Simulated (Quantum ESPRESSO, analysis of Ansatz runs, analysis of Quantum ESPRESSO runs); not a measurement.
# Local vibrational mode of the Ga-H pair in Si (PBE) (Quantum ESPRESSO)

Subject: Ga-H pair in Si. Wanted: its local vibrational mode, in one set-up (PBE, PseudoDojo 0.4.1 SR PBE standard, 32-site cell, PBE lattice, k: the single point 1/4 1/4 1/4). The model is a cell of 32 host atoms with Ga put on another atom's site and H put in between. The frequencies come from force constants among the defect atom and its neighbours, with the masses of the isotopes named. Other potentials or another program check that the number doesn't hang on one set of files.

Measured beforehand: Si-H stretch, 1H: 2171 cm⁻¹, by IR absorption (quoted in “Local vibrational modes of impurities in silicon”, 2008, M.D. McCluskey, quoting earlier work (1987)). The runs below try to reproduce this.

Main program and level: Quantum ESPRESSO 7.5; Quantum ESPRESSO plane-wave DFT, PBE, PseudoDojo 0.4.1 SR PBE standard potentials; relaxation of all atoms of a defect supercell.

## 1. Starting point

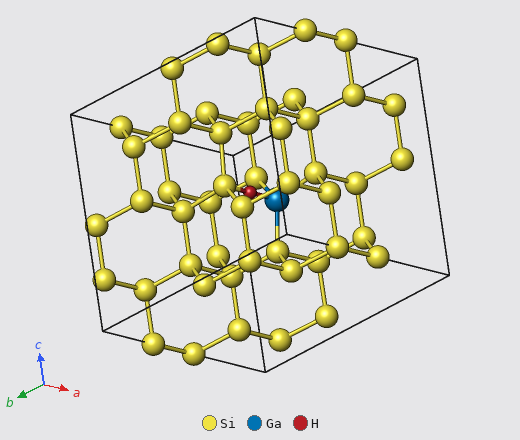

The cell as given, from a free direction (silicon yellow, gallium blue, hydrogen red). Some periodic images of atoms are drawn too.

The cell holds 33 atoms: 31 Si, 1 Ga and 1 H. Its edges and angles: a = 9.472 Å, b = 9.472 Å, c = 9.472 Å, α = 109.5°, β = 109.5°, γ = 109.5°. It derives from Si (space group Fd-3m). Nearest the centre at fractional (0.441, 0.500, 0.500): H33 at 0.57 Å, Ga11 at 0.99 Å, Si23 at 2.05 Å, Si32 at 2.59 Å, Si26 at 2.61 Å, Si27 at 2.62 Å, Si8 at 3.42 Å, Si7 at 3.43 Å.

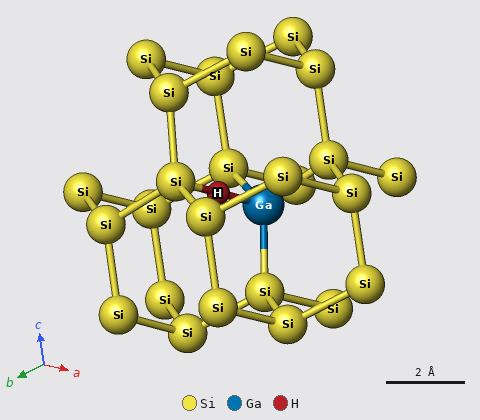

The atoms within 5 Å of the centre.

The host's primitive cell comes from a first run (Quantum ESPRESSO plane-wave DFT, PBE, PseudoDojo 0.4.1 SR PBE standard potentials; relaxation of cell and atoms of a defect-free cell): vectors of 3.867, 3.867 and 3.867 Å. That is 20.45 Å³ an atom, 2.1 % over the diffraction cell's volume. The supercell is built on it.

## 2. Relaxation, charge 0

Every later number rests on the structure around the defect, so the atoms are relaxed at the host's lattice first.

pw.in reads:

```
&CONTROL
  calculation = 'relax'
  prefix = 'pwscf'
  outdir = './tmp'
  pseudo_dir = './pseudo'
  tprnfor = .true.
  disk_io = 'low'
  nstep = 70
  forc_conv_thr = 0.00039
  etot_conv_thr = 0.0001
/
&SYSTEM
  ibrav = 0
  nat = 33
  ntyp = 3
  ecutwfc = 80
  nbnd = 73
  occupations = 'smearing'
  smearing = 'fd'
  degauss = 0.00073499
  nosym = .true.
/
&ELECTRONS
  conv_thr = 3d-08
  electron_maxstep = 100
  mixing_beta = 0.5
/
&IONS
  ion_dynamics = 'bfgs'
/
ATOMIC_SPECIES
Si    28.0850 Si.upf
Ga    69.7230 Ga.upf
H      1.0080 H.upf
CELL_PARAMETERS angstrom
  -5.4688519894    5.4688519894    5.4688519894
   5.4688519894   -5.4688519894    5.4688519894
   5.4688519894    5.4688519894   -5.4688519894
ATOMIC_POSITIONS crystal
Si     0.0014647726   -0.0010681100    0.4997499853
Si    -0.0018556552    0.2475338571    0.2483166079
Si     0.0024329708    0.5010868504    0.0018781821
Si    -0.0021685195    0.7498932634    0.7499298411
Si     0.2505677635   -0.0017659625    0.2488877374
Si     0.2507525471    0.2487719976    0.0011804619
Si     0.2519670541    0.5024351688    0.7515409405
Si     0.2523185183    0.7504177728    0.5002910758
Si     0.4991038318   -0.0020944203    0.0002333358
Si     0.4991297610    0.2474800607    0.7491693663
Ga     0.5462056819    0.5009276050    0.4988176699
Si     0.5011192684    0.7503286159    0.2485917418
Si     0.7480699957   -0.0020773819    0.7477288511
Si     0.7480367537    0.2476163806    0.4989269615
Si     0.7519574689    0.5003515699    0.2520162658
Si     0.7517685254    0.7516953308    0.0024918564
Si    -0.0014553277   -0.0018223347    0.2474999943
Si    -0.0004402698    0.2517508277    0.0013726833
Si     0.0015149078    0.5025411528    0.7510357473
Si    -0.0005898880    0.7518606400    0.5007331429
Si     0.2507842315   -0.0016298198   -0.0009253502
Si     0.2480893424    0.2498084265    0.7505263728
Si     0.2259980185    0.5016446881    0.5020410161
Si     0.2491920589    0.7505468415    0.2517072052
Si     0.5008464185    0.0007402398    0.7485562969
Si     0.5024809464    0.2511309490    0.5017904851
Si     0.5022550540    0.5016495544    0.2503928818
Si     0.4980359369    0.7498653321    0.0004176179
Si     0.7476554699   -0.0020607915    0.4982286434
Si     0.7515659841    0.2523970327    0.2506085974
Si     0.7512656153    0.4993767535   -0.0011957831
Si     0.7477416126    0.7485014039    0.7477799119
H      0.3823913762    0.5018790512    0.5009922546
K_POINTS crystal
1
0.25 0.25 0.25 1.0
```

Command:

```
OMP_NUM_THREADS=1 mpirun -n 4 pw.x -in pw.in > pw.out
```

The program printed:

```text
This program is part of the open-source Quantum ESPRESSO suite
     for quantum simulation of materials; please cite
         "P. Giannozzi et al., J. Phys.:Condens. Matter 21 395502 (2009);
         "P. Giannozzi et al., J. Phys.:Condens. Matter 29 465901 (2017);
         "P. Giannozzi et al., J. Chem. Phys. 152 154105 (2020);
          URL
     in publications or presentations arising from this work. More details at

     Subspace diagonalization in iterative solution of the eigenvalue problem:
     a serial algorithm will be used

     --------------------
     sticks:   dense  smooth     PW     G-vecs:    dense   smooth      PW
     Min        1918    1918    509               106626   106626   14537
     Max        1920    1920    510               106627   106627   14540
     Sum        7677    7677   2037               426507   426507   58151

     Using Slab Decomposition

     bravais-lattice index     =            0
     lattice parameter (alat)  =      17.9001  a.u.
     unit-cell volume          =    4415.1463 (a.u.)^3
     number of atoms/cell      =           33
     number of atomic types    =            3
     number of electrons       =       138.00
     number of Kohn-Sham states=           73
     kinetic-energy cutoff     =      80.0000  Ry
     charge density cutoff     =     320.0000  Ry
     scf convergence threshold =      3.0E-08
     mixing beta               =       0.5000
     number of iterations used =            8  plain     mixing
     energy convergence thresh.=      1.0E-04
     force convergence thresh. =      3.9E-04
     Exchange-correlation= PBE
                           (   1   4   3   4   0   0   0)
     nstep                     =           70

     celldm(1)=  17.900109  celldm(2)=   0.000000  celldm(3)=   0.000000
     celldm(4)=   0.000000  celldm(5)=   0.000000  celldm(6)=   0.000000

     crystal axes: (cart. coord. in units of alat)
               a(1) = (  -0.577350   0.577350   0.577350 )
               a(2) = (   0.577350  -0.577350   0.577350 )
               a(3) = (   0.577350   0.577350  -0.577350 )

     reciprocal axes: (cart. coord. in units 2 pi/alat)
               b(1) = ( -0.000000  0.866025  0.866025 )
               b(2) = (  0.866025 -0.000000  0.866025 )
               b(3) = (  0.866025  0.866025  0.000000 )

     PseudoPot. # 1 for Si read from file:
     Si.upf
     Pseudo is Norm-conserving + core correction, Zval =  4.0
     Generated using ONCVPSP code by D. R. Hamann
     Using radial grid of 1510 points,  6 beta functions with:
                l(1) =   0
                l(2) =   0
                l(3) =   1
                l(4) =   1
                l(5) =   2
                l(6) =   2

     PseudoPot. # 2 for Ga read from file:
     Ga.upf
     Pseudo is Norm-conserving + core correction, Zval = 13.0
     Generated using ONCVPSP code by D. R. Hamann
     Using radial grid of 1902 points,  6 beta functions with:
                l(1) =   0
                l(2) =   0
                l(3) =   1
                l(4) =   1
                l(5) =   2
                l(6) =   2

     PseudoPot. # 3 for H  read from file:
     H.upf
     Pseudo is Norm-conserving, Zval =  1.0
     Generated using ONCVPSP code by D. R. Hamann
     Using radial grid of 1166 points,  3 beta functions with:
                l(1) =   0
                l(2) =   0
                l(3) =   1

     atomic species   valence    mass     pseudopotential
     Si                4.00    28.08500     Si( 1.00)
     Ga               13.00    69.72300     Ga( 1.00)
     H                 1.00     1.00800     H ( 1.00)

     No symmetry found

   Cartesian axes

     site n.     atom                  positions (alat units)
         1        Si     tau(   1) = (   0.2870684   0.2899931  -0.2883018  )
         2        Si     tau(   2) = (   0.2873508  -0.0006194  -0.0015233  )
         3        Si     tau(   3) = (   0.2889823  -0.2868136   0.2896229  )
         4        Si     tau(   4) = (   0.8671753  -0.0012309  -0.0012731  )
         5        Si     tau(   5) = (  -0.0019895   0.2893803  -0.0000496  )
         6        Si     tau(   6) = (  -0.0004619   0.0018250   0.2877191  )
         7        Si     tau(   7) = (   0.5785102   0.2892945   0.0016520  )
         8        Si     tau(   8) = (   0.5764209   0.0012654   0.2900869  )
         9        Si     tau(   9) = (  -0.2892322   0.2895017   0.2868138  )
        10        Si     tau(  10) = (   0.2872431   0.5778232  -0.0014778  )
        11        Ga     tau(  11) = (   0.2618512   0.3141338   0.3165702  )
        12        Si     tau(  12) = (   0.2874056  -0.0003566   0.5789993  )
        13        Si     tau(  13) = (  -0.0013963   0.8647992  -0.0010024  )
        14        Si     tau(  14) = (  -0.0008622   0.5769735   0.2867850  )
        15        Si     tau(  15) = (   0.0002369   0.2907664   0.5775193  )
        16        Si     tau(  16) = (   0.0013964   0.0014809   0.8665866  )
        17        Si     tau(  17) = (   0.1426823   0.1431061  -0.1447865  )
[...]
25        Si     tau(  25) = (   0.1434427   0.7209156  -0.1425880  )
        26        Si     tau(  26) = (   0.1445919   0.4348259   0.1453892  )
        27        Si     tau(  27) = (   0.1442148   0.1449140   0.4350402  )
        28        Si     tau(  28) = (   0.1456349  -0.1451527   0.7202350  )
        29        Si     tau(  29) = (  -0.1451964   0.7205013   0.1428168  )
        30        Si     tau(  30) = (  -0.1435064   0.4328843   0.4349494  )
        31        Si     tau(  31) = (  -0.1461185   0.1447377   0.7227491  )
        32        Si     tau(  32) = (   0.4321696   0.4312923   0.4321254  )
        33        H      tau(  33) = (   0.3582343   0.2202618   0.2212858  )

     number of k points=     1  Fermi-Dirac smearing, width (Ry)=  0.0007
                       cart. coord. in units 2pi/alat
        k(    1) = (   0.4330127   0.4330127   0.4330127), wk =   2.0000000

     Dense  grid:   426507 G-vectors     FFT dimensions: ( 108, 108, 108)

     Initial potential from superposition of free atoms

     starting charge     137.9783, renormalised to     138.0000
     Starting wfcs are  134 randomized atomic wfcs

     Self-consistent Calculation

     iteration #  1     ecut=    80.00 Ry     beta= 0.50
     Davidson diagonalization with overlap
     ethr =  1.00E-02,  avg # of iterations =  3.0

     Threshold (ethr) on eigenvalues was too large:
     Diagonalizing with lowered threshold

     Davidson diagonalization with overlap
     ethr =  6.16E-04,  avg # of iterations =  2.0

[...]
Forces acting on atoms (cartesian axes, Ry/au):

     atom    1 type  1   force =     0.00014421   -0.00011382    0.00003337
     atom    2 type  1   force =    -0.00014323    0.00003050    0.00004694
     atom    3 type  1   force =     0.00013330    0.00013451   -0.00003771
     atom    4 type  1   force =    -0.00011252    0.00013194    0.00021382
     atom    5 type  1   force =    -0.00006665   -0.00025040    0.00002620
     atom    6 type  1   force =    -0.00010823   -0.00002287   -0.00007010
     atom    7 type  1   force =    -0.00001784    0.00021292    0.00004005
     atom    8 type  1   force =    -0.00003320   -0.00011060    0.00029163
     atom    9 type  1   force =    -0.00005501   -0.00005919   -0.00012151
     atom   10 type  1   force =    -0.00000790    0.00018045   -0.00000165
     atom   11 type  2   force =     0.00029149   -0.00010607   -0.00021653
     atom   12 type  1   force =     0.00008360   -0.00006834    0.00025520
     atom   13 type  1   force =     0.00001441   -0.00012775    0.00004321
     atom   14 type  1   force =    -0.00011640   -0.00006722    0.00012286
     atom   15 type  1   force =     0.00001169    0.00002425   -0.00009903
     atom   16 type  1   force =     0.00012653    0.00009443    0.00003530
[...]
Total force =     0.001441     Total SCF correction =     0.000012
     Energy error            =      4.3E-06 Ry
     Gradient error          =      4.2E-04 Ry/Bohr

     number of scf cycles    =  14
     number of bfgs steps    =  13

     energy             old  =    -416.1949365962 Ry
     energy             new  =    -416.1949409069 Ry

     CASE: energy            _new < energy            _old

     new trust radius        =       0.0019598768 bohr
     new conv_thr            =       0.0000000003 Ry

ATOMIC_POSITIONS (crystal)
Si               0.0002386917        0.0001794356        0.4999511976
Si              -0.0096284298        0.2435339373        0.2436470930
Si               0.0002736449        0.4999096813        0.0002016353
Si               0.0063489000        0.7547398451        0.7548328345
Si               0.2498531973       -0.0026587130        0.2490477220
Si               0.2497955122        0.2488716210       -0.0024923353
Si               0.2466144456        0.5000163128        0.7564510247
Si               0.2465272087        0.7563535693        0.5001467224
Si               0.5001459562       -0.0001682460       -0.0001291554
Si               0.5007271902        0.2485107552        0.7510094117
Ga               0.5550990819        0.4998111228        0.4997558752
Si               0.5007788706        0.7508722774        0.2485434305
Si               0.7522486322        0.0024033009        0.7514641156
Si               0.7516193750        0.2451716227        0.5000846351
Si               0.7518201775        0.4999734035        0.2452379646
Si               0.7522182689        0.7513651233        0.0024089606
[...]
NEW-OLD atomic charge density approx. for the potential

     Self-consistent Calculation

     iteration #  1     ecut=    80.00 Ry     beta= 0.50
     Davidson diagonalization with overlap
     ethr =  1.00E-06,  avg # of iterations =  3.0

     Threshold (ethr) on eigenvalues was too large:
     Diagonalizing with lowered threshold

     Davidson diagonalization with overlap
     ethr =  7.02E-10,  avg # of iterations =  7.0

     total energy              =    -416.19494467 Ry
     estimated scf accuracy    <       0.00000062 Ry

     iteration #  2     ecut=    80.00 Ry     beta= 0.50
     Davidson diagonalization with overlap
     ethr =  4.46E-10,  avg # of iterations =  2.0

     total energy              =    -416.19494472 Ry
     estimated scf accuracy    <       0.00000014 Ry

     iteration #  3     ecut=    80.00 Ry     beta= 0.50
     Davidson diagonalization with overlap
     ethr =  1.02E-10,  avg # of iterations =  2.0

     total energy              =    -416.19494474 Ry
     estimated scf accuracy    <       0.00000003 Ry

     iteration #  4     ecut=    80.00 Ry     beta= 0.50
     Davidson diagonalization with overlap
     ethr =  2.49E-11,  avg # of iterations =  2.0

     total energy              =    -416.19494474 Ry
     estimated scf accuracy    <          2.6E-09 Ry

     iteration #  5     ecut=    80.00 Ry     beta= 0.50
     Davidson diagonalization with overlap
     ethr =  1.88E-12,  avg # of iterations =  6.0

     total energy              =    -416.19494474 Ry
     estimated scf accuracy    <          1.9E-09 Ry

     iteration #  6     ecut=    80.00 Ry     beta= 0.50
     Davidson diagonalization with overlap
     ethr =  1.36E-12,  avg # of iterations =  2.0

     End of self-consistent calculation

          k = 0.4330 0.4330 0.4330 ( 53288 PWs)   bands (ev):

    -8.4097  -8.2840  -8.2836  -8.2333  -8.2330  -5.0247  -4.9347  -4.9346
    -4.8071  -3.3170  -3.0990  -3.0988  -3.0582  -3.0581  -3.0488  -3.0483
    -3.0467  -3.0432  -2.9456  -2.9454  -2.6309  -0.5072  -0.2582  -0.2546
    -0.2541  -0.2284  -0.2280  -0.2101  -0.2081  -0.2077  -0.0092  -0.0088
     0.0088   1.9627   2.2528   2.2530   2.2593   2.3336   2.5664   2.5667
     2.5995   2.6377   2.6639   2.6643   2.6935   2.6938   2.7420   2.9522
     2.9525   3.7418   3.8640   3.8641   3.9135   3.9280   3.9283   3.9332
     4.0035   4.0040   4.0377   4.3416   4.3420   5.2722   5.3266   5.3270
     5.3630   5.3635   5.3782   5.7134   5.7137   7.3359   7.5393   7.5787
     7.5795

     the Fermi energy is     6.6676 ev

!    total energy              =    -416.19494474 Ry
     estimated scf accuracy    <          1.0E-10 Ry
     smearing contrib. (-TS)   =       0.00000000 Ry
     internal energy E=F+TS    =    -416.19494474 Ry

     The total energy is F=E-TS. E is the sum of the following terms:
     one-electron contribution =     -47.75603821 Ry
     hartree contribution      =      90.33862120 Ry
     xc contribution           =    -138.45545581 Ry
     ewald contribution        =    -320.32207193 Ry

     convergence has been achieved in   6 iterations

     Forces acting on atoms (cartesian axes, Ry/au):

[...]
atom   26 type  1   force =     0.00028190   -0.00030292   -0.00002393
     atom   27 type  1   force =     0.00033975    0.00007095   -0.00035165
     atom   28 type  1   force =    -0.00013352    0.00009899    0.00007169
     atom   29 type  1   force =     0.00002222    0.00008375    0.00027008
     atom   30 type  1   force =    -0.00019735   -0.00000024    0.00000856
     atom   31 type  1   force =     0.00001572    0.00029753   -0.00016907
     atom   32 type  1   force =    -0.00003940   -0.00009960   -0.00022308
     atom   33 type  3   force =     0.00005596   -0.00005480   -0.00006716

     Total force =     0.001465     Total SCF correction =     0.000021
     Energy error            =      3.8E-06 Ry
     Gradient error          =      3.5E-04 Ry/Bohr

     bfgs converged in  15 scf cycles and  14 bfgs steps
     (criteria: energy <  1.0E-04 Ry, force <  3.9E-04 Ry/Bohr)

     End of BFGS Geometry Optimization

     Final energy             =    -416.1949447443 Ry

     File ./tmp/pwscf.bfgs deleted, as requested
Begin final coordinates

ATOMIC_POSITIONS (crystal)
[...]
Si               0.5017511124        0.2376291281        0.5000095800
Si               0.5018811562        0.4998690265        0.2375166515
Si               0.5012021521        0.7518134922        0.0001216741
Si               0.7519291728       -0.0021507679        0.4999735992
Si               0.7457335202        0.2483700432        0.2485020832
Si               0.7520093355        0.4999554720       -0.0021103875
Si               0.7639399005        0.7621455261        0.7621686365
H                0.3719421746        0.5017282244        0.5009592299
End final coordinates

=------------------------------------------------------------------------------=
   JOB DONE.
=------------------------------------------------------------------------------=
```

The job ended after 6.6 min (4 MPI ranks of INTEL XEON PLATINUM 8581C at 2.10GHz (Emerald Rapids), shared host; peak memory 1.3 GiB; 26 min of CPU time).

(Part 1 of 2 ends here.)

[Logs are printed without paths, hosts, clocks, repeated set-up lines and the standing remarks that a program may print on its own settings, such as how far it seeks lower states.]

[Hosts, paths, dates, database ids (printed as entryN), source tags and the programs' standing remarks are cut or masked in the printed files.]

[For some hosts the program warned that the k-mesh of the response run may be too coarse for force constants and the static dielectric constant; such warnings are not shown here.]
